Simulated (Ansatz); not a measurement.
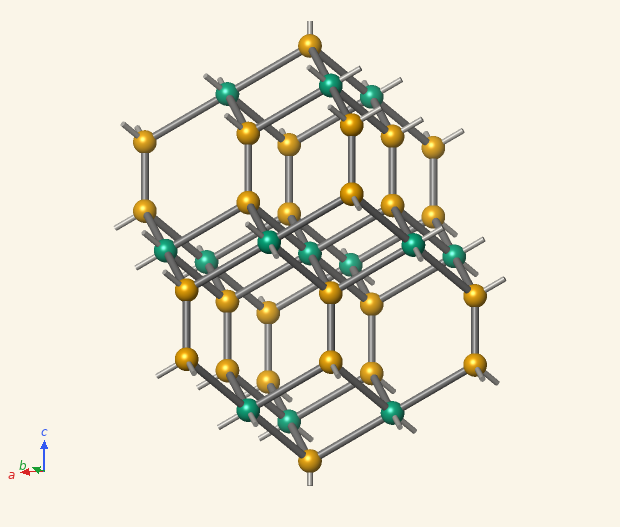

A cut-out of a periodic net derived from a crystal structure. Nodes are coloured by topological kind. Short stubs are edges that leave the cut-out.

Describe the net.

Answer. A binodal (4,6)-connected, three-periodic net.

Give point symbol and coordination sequence of each kind of node.

Answer. 4-connected node: 4³·6³, sequence 4, 15, 27, 49, 76; 6-connected node: 4⁶·6⁶·8³, sequence 6, 12, 30, 50, 74.

The net was derived as follows. MgO2 (space group R-3m, No. 166). Coordinates: the input geometry of an electronic-structure calculation (not necessarily at equilibrium). Bonds are taken as Mg–O below 2.4 Å and O–O below 1.7 Å; no other contact counts. The graph is simplified in the usual way: terminal and isolated atoms are pruned, two-connected atoms become edges. O is a 4-connected node; Mg is a 6-connected node, in the ratio 2:1.
